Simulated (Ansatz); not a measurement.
# Run report: SrTiO₃, geometry relaxation (part 2 of 2)

Continued. System: SrTiO₃ (Pm-3m, 5 atoms in the cell). Method: DFT PBE+U, scalar-relativistic, plane waves, PAW, Ueff = 4 eV on Ti d, no spin polarisation (Ansatz 0.2.0); cutoff 420 eV, 8×8×8 k-mesh, Gaussian smearing of 0.02 eV. The structure derives from an entry of the Crystallography Open Database.

Geometry of the input (Å; fractional positions):
```
3.9050  0.0000  0.0000
0.0000  3.9050  0.0000
0.0000  0.0000  3.9050
Sr 0.0000  0.0000  0.0000
Ti 0.5000  0.5000  0.5000
O  0.0000  0.5000  0.5000
O  0.5000  0.0000  0.5000
O  0.5000  0.5000  0.0000
```

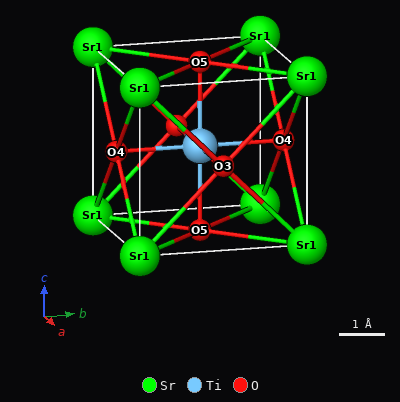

Figure 1. The geometry at step 2 of the log (ball-and-stick view of the cell of the calculation, seen slightly off an axis; atoms are numbered from 1 in the order of the input).

## What the program printed, continued
```
SCF iter   1: F=—  HF=-7751.013528 eV  |F-HF|=—  |Δ(HF+E_count)|=         —  Δρ=3.64e-4  dr2=8.18e-6  ethr=3.77e-7  ⟨swp⟩=3.8  Hψ=7096  notcnv=0
preconditioner: auto → Resta (q_TF=auto, 2.540 Å⁻¹)  ε∞=5.6  [insulator: Δε(μ)=2.302 eV  Ē_g=12.137 eV  σ=0.020 eV  W_gap=1.00  n_scr=18 (ndim 8)  ℏωp=26.0 eV  f_vac=0.000  D(μ)=0.00/eV (n_scr^D=0)  ε∞_Penn≈5.6]
SCF iter   2: F=—  HF=-7751.013799 eV  |F-HF|=—  |Δ(HF+E_count)|=   2.71e-4  Δρ=1.80e-4  dr2=3.05e-6  ethr=2.05e-8  ⟨swp⟩=2.0  Hψ=1400  notcnv=0
SCF iter   3: F=—  HF=-7751.013869 eV  |F-HF|=—  |Δ(HF+E_count)|=   7.03e-5  Δρ=8.29e-5  dr2=5.15e-7  ethr=7.62e-9  ⟨swp⟩=2.5  Hψ=1346  notcnv=0
SCF iter   4: F=—  HF=-7751.013886 eV  |F-HF|=—  |Δ(HF+E_count)|=   1.68e-5  Δρ=7.85e-6  dr2=1.33e-8  ethr=1.29e-9  ⟨swp⟩=2.2  Hψ=1429  notcnv=0
SCF iter   5: F=—  HF=-7751.013886 eV  |F-HF|=—  |Δ(HF+E_count)|=   5.14e-8  Δρ=1.65e-6  dr2=1.82e-9  ethr=3.31e-11  ⟨swp⟩=2.4  Hψ=1369  notcnv=0
SCF iter   6: F=—  HF=-7751.013886 eV  |F-HF|=—  |Δ(HF+E_count)|=   5.16e-9  Δρ=4.84e-7  dr2=1.55e-10  ethr=4.54e-12  ⟨swp⟩=2.2  Hψ=1346  notcnv=0
SCF iter   7: F=-7751.013886 eV  HF=-7751.013886 eV  |F-HF|=4.55e-12  |Δ(HF+E_count)|=  8.00e-11  Δρ=1.08e-7  dr2=7.20e-12  ethr=1.00e-12  ⟨swp⟩=5.0  Hψ=3257  notcnv=0
SCF 4 converged in 7 iterations: F = -7751.013886 eV  dr2 = 7.20e-12
relax step   4: F+E_penalty+E_count = -7751.01388612 eV  Δ(F+E_penalty+E_count) = -8.028e-3 eV  max|allowed force component| = 8.585e-30 eV/Å  Δτ_max = 0.0000 Å  P = +0.240 GPa  Ω = 61.411 Å³  stress off target by 2.40e-1 GPa  SCF on the basis re-selected at this cell (its energy is not comparable with the rows above)  (7 SCF iters)
basis re-selected at this cell: Δ(F+E_penalty+E_count) = -8.028e-3 eV, ΔP = +0.223 GPa vs the last step (what re-selecting the basis moved, of the pressure what is left beyond the Pulay correction that the steps carried, after the strain that the cell walked since its last selection, with what the two solves' SCF thresholds leave and, on support functions, any second-order correction that the steps lacked; it is no measure of the basis error at this ecutwfc). This SCF's stress stands 2.40e-1 GPa from its target on what of the cell is left free (relax.cell.stress_tol is 5.00e-2 GPa) and its largest allowed force component is 8.59e-30 eV/Å (relax.f_tol is 5.00e-3 eV/Å): not within both, so this SCF does not close the relaxation
Crystal: 5 atoms, lattice volume = 61.494 Å³
iter 1 solved again at ethr=4.63e-8 eV; its pass at ethr=3.10e-3 eV (dr2=1.85e-5 eV) is discarded
SCF iter   1: F=—  HF=-7751.013663 eV  |F-HF|=—  |Δ(HF+E_count)|=         —  Δρ=1.85e-4  dr2=1.66e-5  ethr=4.63e-8  ⟨swp⟩=2.2  Hψ=4551  notcnv=0
preconditioner: auto → Resta (q_TF=auto, 2.540 Å⁻¹)  ε∞=5.6  [insulator: Δε(μ)=2.296 eV  Ē_g=12.125 eV  σ=0.020 eV  W_gap=1.00  n_scr=18 (ndim 8)  ℏωp=25.9 eV  f_vac=0.000  D(μ)=0.00/eV (n_scr^D=0)  ε∞_Penn≈5.6]
SCF iter   2: F=—  HF=-7751.013660 eV  |F-HF|=—  |Δ(HF+E_count)|=   2.69e-6  Δρ=8.25e-5  dr2=3.47e-6  ethr=4.15e-8  ⟨swp⟩=2.0  Hψ=1396  notcnv=0
SCF iter   3: F=—  HF=-7751.013660 eV  |F-HF|=—  |Δ(HF+E_count)|=   3.46e-7  Δρ=3.29e-5  dr2=4.11e-7  ethr=8.67e-9  ⟨swp⟩=2.5  Hψ=1458  notcnv=0
SCF iter   4: F=-7751.013660 eV  HF=-7751.013660 eV  |F-HF|=2.16e-8  |Δ(HF+E_count)|=   1.44e-7  Δρ=7.22e-6  dr2=2.59e-8  ethr=3.61e-10  ⟨swp⟩=5.7  Hψ=3645  notcnv=0
SCF 5 converged in 4 iterations: F = -7751.013660 eV  dr2 = 2.59e-8
relax step   5: F+E_penalty+E_count = -7751.01365989 eV  Δ(F+E_penalty+E_count) = +2.262e-4 eV  max|allowed force component| = 3.208e-30 eV/Å  Δτ_max = 0.0000 Å  P = +0.008 GPa  Ω = 61.494 Å³  energy of the carried Pulay correction = -2.907e-4 eV  (4 SCF iters, dr2 threshold 1.45e-7 eV, accepted)
iter 1 solved again at ethr=3.63e-7 eV; its pass at ethr=3.10e-3 eV (dr2=1.45e-4 eV) is discarded
SCF iter   1: F=—  HF=-7751.013705 eV  |F-HF|=—  |Δ(HF+E_count)|=         —  Δρ=1.40e-4  dr2=2.86e-7  ethr=3.63e-7  ⟨swp⟩=3.8  Hψ=7110  notcnv=0
preconditioner: auto → Resta (q_TF=auto, 2.540 Å⁻¹)  ε∞=5.6  [insulator: Δε(μ)=2.298 eV  Ē_g=12.127 eV  σ=0.020 eV  W_gap=1.00  n_scr=18 (ndim 8)  ℏωp=25.9 eV  f_vac=0.000  D(μ)=0.00/eV (n_scr^D=0)  ε∞_Penn≈5.6]
SCF iter   2: F=—  HF=-7751.013788 eV  |F-HF|=—  |Δ(HF+E_count)|=   8.27e-5  Δρ=7.10e-5  dr2=7.46e-8  ethr=7.16e-10  ⟨swp⟩=2.7  Hψ=1538  notcnv=0
SCF iter   3: F=—  HF=-7751.013818 eV  |F-HF|=—  |Δ(HF+E_count)|=   3.01e-5  Δρ=7.41e-6  dr2=2.57e-8  ethr=1.86e-10  ⟨swp⟩=2.0  Hψ=1379  notcnv=0
SCF iter   4: F=—  HF=-7751.013818 eV  |F-HF|=—  |Δ(HF+E_count)|=   2.17e-8  Δρ=1.68e-6  dr2=1.60e-9  ethr=6.43e-11  ⟨swp⟩=2.0  Hψ=1185  notcnv=0
SCF iter   5: F=—  HF=-7751.013818 eV  |F-HF|=—  |Δ(HF+E_count)|=   1.86e-9  Δρ=1.16e-6  dr2=5.23e-10  ethr=4.00e-12  ⟨swp⟩=2.1  Hψ=1545  notcnv=0
SCF iter   6: F=-7751.013818 eV  HF=-7751.013818 eV  |F-HF|=3.09e-11  |Δ(HF+E_count)|=   3.36e-9  Δρ=3.24e-7  dr2=4.04e-11  ethr=1.00e-12  ⟨swp⟩=3.9  Hψ=3895  notcnv=0
SCF 6 converged in 6 iterations: F = -7751.013818 eV  dr2 = 4.04e-11
relax step   6: F+E_penalty+E_count = -7751.01381819 eV  Δ(F+E_penalty+E_count) = -1.583e-4 eV  max|allowed force component| = 1.634e-29 eV/Å  Δτ_max = 0.0000 Å  P = +0.012 GPa  Ω = 61.494 Å³  stress off target by 1.17e-2 GPa  SCF on the basis re-selected at this cell (its energy is not comparable with the rows above)  (6 SCF iters)
basis re-selected at this cell: Δ(F+E_penalty+E_count) = -1.583e-4 eV, ΔP = +0.003 GPa vs the last step (what re-selecting the basis moved, of the pressure what is left beyond the Pulay correction that the steps carried, after the strain that the cell walked since its last selection, with what the two solves' SCF thresholds leave and, on support functions, any second-order correction that the steps lacked; it is no measure of the basis error at this ecutwfc). This SCF's stress stands 1.17e-2 GPa from its target on what of the cell is left free (relax.cell.stress_tol is 5.00e-2 GPa) and its largest allowed force component is 1.63e-29 eV/Å (relax.f_tol is 5.00e-3 eV/Å): within both
SCF converged after 6 iterations
Free energy (F): -7751.013818 eV
Harris-Foulkes:  -7751.013818 eV  (|F-HF|=3.09e-11)
Internal energy: -7751.013818 eV  (E = F + TS)
E sigma→0 (E₀):  -7751.013818 eV
Fermi energy:    10.873726 eV
--- Per-component energies (eV) ---
  E_band       = -225.073883
  E_kinetic    = 1044.888843
  E_local      = -2418.604747  (includes V_loc(G=0)·N_el)
  E_nonlocal   = 346.319942
  E_hartree    = 842.081365
  E_xc         = -496.072186
  E_vxc        = -571.662399  (∫ρ·V_xc dr)
  E_hubbard    = 3.359409  (on-site DFT+U / exact-exchange correction)
  E_vhub       = 2.323740  (the Hubbard potential's part of the band-sum identity)
  E_paw        = -4212.533937  (= ΣΔE_a)
  E_vpaw       = -312.509241  (= ΣTr[D̂ρ^β])
  E_aug_tail   = 0.007482  (compensation charges beyond the density's cutoff)
  E_ewald      = -2860.459990
  E_smearing   = -0.000000  (= −TS)
  E_closure    = -0.000000  (closes the sum)
  Σ components = -7751.013818   (vs F -7751.013818, Δ=0.00e0)
--- Forces (eV/Å), atoms counted from 1 ---
  atom   1  Sr     0.00000000     0.00000000     0.00000000
  atom   2  Ti    -0.00000000     0.00000000    -0.00000000
  atom   3  O     -0.00000000     0.00000000     0.00000000
  atom   4  O     -0.00000000    -0.00000000    -0.00000000
  atom   5  O     -0.00000000     0.00000000    -0.00000000
  max |Σ_I F_I| component: 2.35e-29 eV/Å
--- Stress (GPa, compression-positive) ---
        0.011727      -0.000000       0.000000
       -0.000000       0.011727       0.000000
        0.000000       0.000000       0.011727
  P = ⅓ Tr σ = 0.0117 GPa (0.117 kbar)
--- Band table (eV; the first three rows and the last of 35) ---
  k-point 0: bands = ["-47.9115", "-24.0977", "-24.0977", "-24.0977", "-23.1434", "-7.6487", "-6.5717", "-6.5717", "-5.1316", "-5.1316", "-5.1316", "6.8090", "6.8090", "6.8090", "8.5884", "8.5884", "8.5884", "9.2981", "9.2981", "9.2981", "12.0229", "12.0229", "12.0229", "13.5734", "13.5734"]
  k-point 1: bands = ["-47.9113", "-24.1065", "-24.0974", "-24.0974", "-23.1390", "-7.6511", "-6.5935", "-6.5672", "-5.1246", "-5.1246", "-5.0305", "6.6091", "6.8084", "6.8084", "8.4275", "8.4275", "8.4582", "8.8495", "9.2132", "9.2132", "12.0420", "12.2964", "12.2964", "13.5821", "14.0207"]
  k-point 2: bands = ["-47.9108", "-24.1277", "-24.0966", "-24.0966", "-23.1288", "-7.6923", "-6.5701", "-6.5561", "-5.1077", "-5.1077", "-4.8226", "6.1207", "6.8109", "6.8109", "8.0529", "8.0645", "8.0645", "8.1723", "9.0701", "9.0701", "12.0892", "12.8771", "12.8771", "13.5974", "14.8306"]
  k-point 34: bands = ["-47.9087", "-24.1448", "-24.1448", "-24.1448", "-23.0910", "-6.3804", "-6.3804", "-6.3804", "-5.3498", "-5.3498", "-5.3498", "4.9576", "5.6395", "5.6395", "6.2544", "6.2544", "6.2544", "9.7246", "9.7246", "9.7246", "14.1241", "14.1241", "14.1241", "16.4788", "16.4788"]
Occupation matrices written to [file]
--- Relaxed structure (4 steps of the walk, 4 accepted, 2 SCFs on fresh bases) ---
  F+E_penalty+E_count = -7751.01381819 eV   max|allowed force component| = 1.634e-29 eV/Å   (the final SCF, on the basis selected at the relaxed cell)
  cell:  # Å, volume = 61.4945 Å³
    - [3.9471047630172196, 3.0493890786131233e-34, 3.8518598887744713e-34]
    - [4.333342374871281e-34, 3.9471047630172196, -1.9259299443872356e-34]
    - [-1.2839532962581572e-34, -1.9259299443872356e-34, 3.9471047630172196]
  atoms:
    - { symbol: Sr, position: [2.0385430055839172e-34, -2.3509004015991706e-34, -9.041924621537365e-35] }
    - { symbol: Ti, position: [0.5, 0.5, 0.5] }
    - { symbol: O, position: [-3.87980765578676e-34, 0.5, 0.5] }
    - { symbol: O, position: [0.5, 1.0192715027912654e-34, 0.5] }
    - { symbol: O, position: [0.5, 0.5, 4.931958884474806e-35] }
```

## Trajectory as extended XYZ (Å, eV, eV/Å), 6 frames, from step=1 to step=6
```
5
Lattice="3.9050 0.0000 0.0000 0.0000 3.9050 0.0000 0.0000 0.0000 3.9050" Properties=species:S:1:pos:R:3:forces:R:3 step=1 energy=-7750.97939 pressure_GPa=5.82
Sr    0.0000    0.0000    0.0000    0.0000   0.0000   0.0000
Ti    1.9525    1.9525    1.9525    0.0000   0.0000   0.0000
O     0.0000    1.9525    1.9525    0.0000   0.0000   0.0000
O     1.9525    0.0000    1.9525    0.0000   0.0000   0.0000
O     1.9525    1.9525    0.0000    0.0000   0.0000   0.0000
5
Lattice="3.9425 0.0000 0.0000 0.0000 3.9425 0.0000 0.0000 0.0000 3.9425" Properties=species:S:1:pos:R:3:forces:R:3 step=2 energy=-7751.00615 pressure_GPa=0.41
Sr    0.0000    0.0000    0.0000    0.0000   0.0000   0.0000
Ti    1.9712    1.9712    1.9712    0.0000   0.0000   0.0000
O     0.0000    1.9712    1.9712    0.0000   0.0000   0.0000
O     1.9712    0.0000    1.9712    0.0000   0.0000   0.0000
O     1.9712    1.9712    0.0000    0.0000   0.0000   0.0000
5
Lattice="3.9453 0.0000 0.0000 0.0000 3.9453 0.0000 0.0000 0.0000 3.9453" Properties=species:S:1:pos:R:3:forces:R:3 step=3 energy=-7751.00586 pressure_GPa=0.02
Sr    0.0000    0.0000    0.0000    0.0000   0.0000   0.0000
Ti    1.9727    1.9727    1.9727    0.0000   0.0000   0.0000
O     0.0000    1.9727    1.9727    0.0000   0.0000   0.0000
O     1.9727    0.0000    1.9727    0.0000   0.0000   0.0000
O     1.9727    1.9727    0.0000    0.0000   0.0000   0.0000
5
Lattice="3.9453 0.0000 0.0000 0.0000 3.9453 0.0000 0.0000 0.0000 3.9453" Properties=species:S:1:pos:R:3:forces:R:3 step=4 energy=-7751.01389 pressure_GPa=0.24
Sr    0.0000    0.0000    0.0000    0.0000   0.0000   0.0000
Ti    1.9727    1.9727    1.9727    0.0000   0.0000   0.0000
O     0.0000    1.9727    1.9727    0.0000   0.0000   0.0000
O     1.9727    0.0000    1.9727    0.0000   0.0000   0.0000
O     1.9727    1.9727    0.0000    0.0000   0.0000   0.0000
5
Lattice="3.9471 0.0000 0.0000 0.0000 3.9471 0.0000 0.0000 0.0000 3.9471" Properties=species:S:1:pos:R:3:forces:R:3 step=5 energy=-7751.01366 pressure_GPa=0.01
Sr    0.0000    0.0000    0.0000    0.0000   0.0000   0.0000
Ti    1.9736    1.9736    1.9736    0.0000   0.0000   0.0000
O     0.0000    1.9736    1.9736    0.0000   0.0000   0.0000
O     1.9736    0.0000    1.9736    0.0000   0.0000   0.0000
O     1.9736    1.9736    0.0000    0.0000   0.0000   0.0000
5
Lattice="3.9471 0.0000 0.0000 0.0000 3.9471 0.0000 0.0000 0.0000 3.9471" Properties=species:S:1:pos:R:3:forces:R:3 step=6 energy=-7751.01382 pressure_GPa=0.01
Sr    0.0000    0.0000    0.0000    0.0000   0.0000   0.0000
Ti    1.9736    1.9736    1.9736    0.0000   0.0000   0.0000
O     0.0000    1.9736    1.9736    0.0000   0.0000   0.0000
O     1.9736    0.0000    1.9736    0.0000   0.0000   0.0000
O     1.9736    1.9736    0.0000    0.0000   0.0000   0.0000
```

## Key numbers

| quantity | value |
| --- | --- |
| outcome | converged |
| space group (tolerance 0.01 Å) | Pm-3m (221) |
| electrons treated | 40 |
| free energy | −7751.0138 eV |
| Fermi energy | 10.874 eV |
| gap on the k-point mesh | 2.30 eV |
| pressure | 0.01 GPa |
| final volume | 61.49 Å³ |
| largest force (length of the vector) at the end | under 0.001 eV/Å |
| final cell | a = 3.947 Å, b = 3.947 Å, c = 3.947 Å, α = 90.00°, β = 90.00°, γ = 90.00° |
| hardware | 2 threads of Intel Xeon (Granite Rapids), 192 GiB of memory available, shared host |
| wall time | 8.1 s (CPU time 15 s) |
| peak memory | 0.46 GiB |
